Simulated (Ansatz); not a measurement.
**A series of single points on AlN**

System: AlN (Fm-3m, 2 atoms in the cell).
Method: DFT PBE, scalar-relativistic, plane waves, PAW, no spin polarisation (Ansatz 0.2.0).

The 9 runs differ only in the geometry, by an even scaling of the cell at fixed fractional positions. The structure derives from a Materials Project entry.

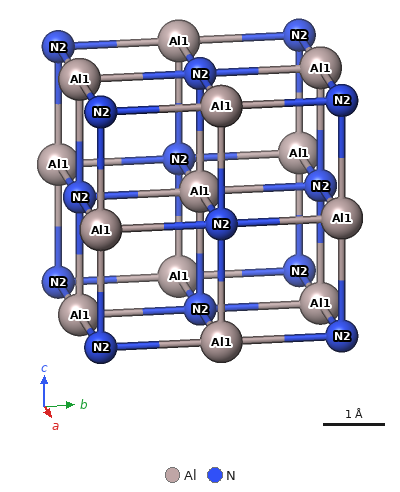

Figure 1. The structure of run 5 (ball-and-stick view of the cell 4 times as large as that of the calculation, set on its symmetry axes, seen slightly off an axis; atoms are numbered from 1 in the order of the input).

## Input of run 5
```yaml
crystal:
  lattice:
    - [0.0, 2.0102868906, 2.0102868906]
    - [2.0102868906, 0.0, 2.0102868906]
    - [2.0102868906, 2.0102868906, 0.0]
  atoms:
    - { symbol: Al, position: [0.5, 0.5, 0.5] }
    - { symbol: "N", position: [0.0, 0.0, 0.0] }
basis:
  ecutwfc: 420
kpoints:
  mp_grid: { grid: [10, 10, 10] }
hamiltonian:
  xc: pbe
scf:
  occupations: { method: gaussian, width: 0.02 }
output:
  forces: true
  stress: true
  eigenvalues: true
```

Command:
```bash
ansatz run input.yaml --threads 1 --pin off --max-ram 1331MiB --backend cpu --events-out ev --progress --plain --runs-dir out
```

Run 2 differs from it as follows:
```diff
-    - [0.0, 2.0102868906, 2.0102868906]
-    - [2.0102868906, 0.0, 2.0102868906]
-    - [2.0102868906, 2.0102868906, 0.0]
+    - [0.0, 1.9756187039, 1.9756187039]
+    - [1.9756187039, 0.0, 1.9756187039]
+    - [1.9756187039, 1.9756187039, 0.0]
```

## Results, with one run withheld

```csv
run,volume per atom (Å³),"free energy per atom, from the lowest run given (meV)",pressure (GPa),gap on the mesh (eV)
1,7.699,57.04,27.39,5.16
2,7.711,?,?,?
3,7.847,34.75,20.84,5.14
4,7.974,20.26,15.66,4.98
5,8.124,8.30,10.05,4.79
6,8.236,2.63,6.17,4.66
7,8.538,0.00,−3.11,4.32
8,9.134,39.27,−17.17,3.70
9,9.166,42.69,−17.78,3.67
```

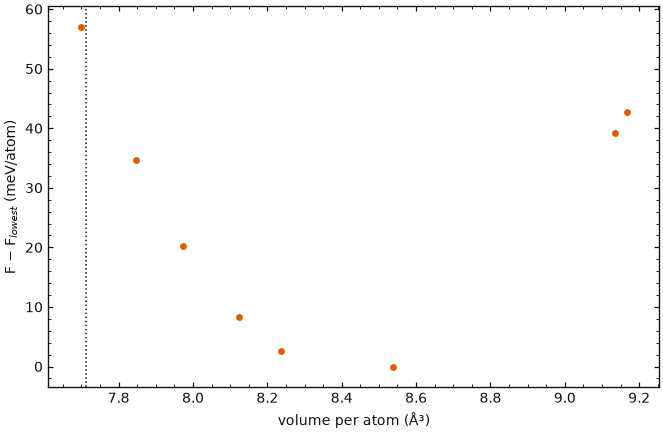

Figure 2. Free energy per atom of the runs given; the dotted line marks run 2.

Fit the runs given and predict run 2.

A cubic polynomial in V^(−2/3) (the Birch–Murnaghan form), fitted to the 8 runs given, misses them by at most 0.04 meV per atom. With x = V^(−2/3) − 0.24368 Å⁻², it reads F = 0.27138 + 1158.4 x + 2.5585e+05 x² + 30127 x³ (meV per atom). At run 2 it gives 55.00 meV per atom, and the run itself gives 54.95. The slope of the fit gives a pressure −dF/dV of 26.91 GPa there, and the run prints 26.83 GPa. The two needn't agree exactly: the fit is approximate, and the printed stress is taken on a finite basis. The fit has its minimum at 8.430 Å³ per atom, where V d²F/dV² gives 252 GPa: the bulk modulus at this level, since symmetry fixes the shape and the positions. The gap on the mesh lies between 3.67 eV (run 9) and 5.16 eV (run 2); run 2 has 5.16 eV. These are gaps of this functional on this mesh, which can miss the band edges; they aren't the measured gap.

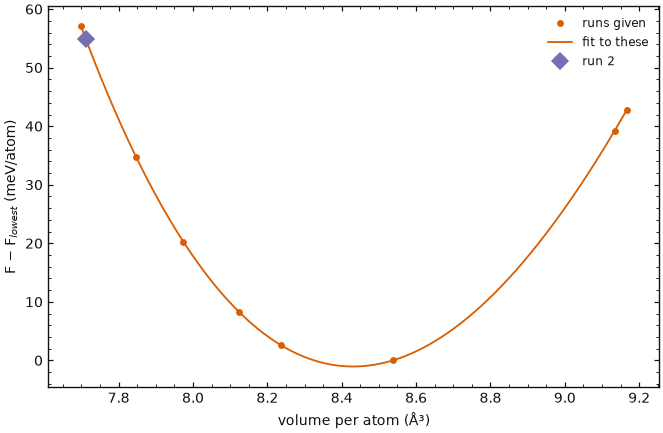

Figure 3. The fit and the withheld run.

## Output, shortened to warnings, some set-up lines, iterations and results (run 2)
```
Basis set: ecut = 420 eV, 307 PW (Γ), exchange–correlation on 40×40×40 points (8 copies of the dense FFT grid, shifted against one another)
Symmetry: 48 space group operations
k-points: 47 of 1000
Initial density: superposition of atomic densities (neutral atoms: chi_scale 0, normalization atom), corrected by the library's trained network
[...]
SCF iter   1: F=—  HF=-923.804658 eV  |F-HF|=—  |Δ(HF+E_count)|=         —  Δρ=2.10e-3  dr2=4.86e-4  ethr=1.77e-3  ⟨swp⟩=5.0  Hψ=2646  notcnv=0
SCF iter   2: F=—  HF=-923.804621 eV  |F-HF|=—  |Δ(HF+E_count)|=   3.67e-5  Δρ=9.70e-4  dr2=5.06e-5  ethr=6.08e-6  ⟨swp⟩=2.7  Hψ=1084  notcnv=0
SCF iter   3: F=—  HF=-923.804678 eV  |F-HF|=—  |Δ(HF+E_count)|=   5.76e-5  Δρ=4.22e-4  dr2=7.16e-6  ethr=6.33e-7  ⟨swp⟩=2.1  Hψ=509  notcnv=0
SCF iter   4: F=—  HF=-923.804697 eV  |F-HF|=—  |Δ(HF+E_count)|=   1.82e-5  Δρ=1.38e-4  dr2=7.59e-7  ethr=8.95e-8  ⟨swp⟩=2.0  Hψ=564  notcnv=0
SCF iter   5: F=-923.804699 eV  HF=-923.804699 eV  |F-HF|=4.88e-8  |Δ(HF+E_count)|=   1.99e-6  Δρ=2.30e-5  dr2=2.15e-8  ethr=9.49e-9  ⟨swp⟩=2.5  Hψ=590  notcnv=0
SCF iter   6: F=-923.804699 eV  HF=-923.804699 eV  |F-HF|=3.06e-10  |Δ(HF+E_count)|=   5.07e-8  Δρ=1.98e-6  dr2=1.66e-10  ethr=2.69e-10  ⟨swp⟩=1.4  Hψ=1359  notcnv=0
SCF 1 converged in 6 iterations: F = -923.804699 eV  dr2 = 1.66e-10
SCF converged after 6 iterations
Free energy (F): -923.804699 eV
Harris-Foulkes:  -923.804699 eV  (|F-HF|=3.06e-10)
Internal energy: -923.804699 eV  (E = F + TS)
E sigma→0 (E₀):  -923.804699 eV
Fermi energy:    14.828627 eV
--- Per-component energies (eV) ---
  E_band       = 44.885415
  E_kinetic    = 166.695597
  E_local      = -162.410661  (includes V_loc(G=0)·N_el)
  E_nonlocal   = 54.878994
  E_hartree    = 60.252460
  E_xc         = -104.245538
  E_vxc        = -111.279726  (∫ρ·V_xc dr)
  E_paw        = -595.355924  (= ΣΔE_a)
  E_vpaw       = -23.503857  (= ΣTr[D̂ρ^β])
  E_aug_tail   = 0.000098  (compensation charges beyond the density's cutoff)
  E_ewald      = -343.619725
  E_smearing   = -0.000000  (= −TS)
  E_closure    = 0.000000  (closes the sum)
  Σ components = -923.804699   (vs F -923.804699, Δ=0.00e0)
--- Forces (eV/Å), atoms counted from 1 ---
  atom   1  Al     0.00000000    -0.00000000     0.00000000
  atom   2  N     -0.00000000     0.00000000     0.00000000
  max |Σ_I F_I| component: 2.47e-31 eV/Å
--- Stress (GPa, compression-positive) ---
       26.830950      -0.000000      -0.000000
        0.000000      26.830950      -0.000000
       -0.000000      -0.000000      26.830950
  P = ⅓ Tr σ = 26.8310 GPa (268.310 kbar)
```
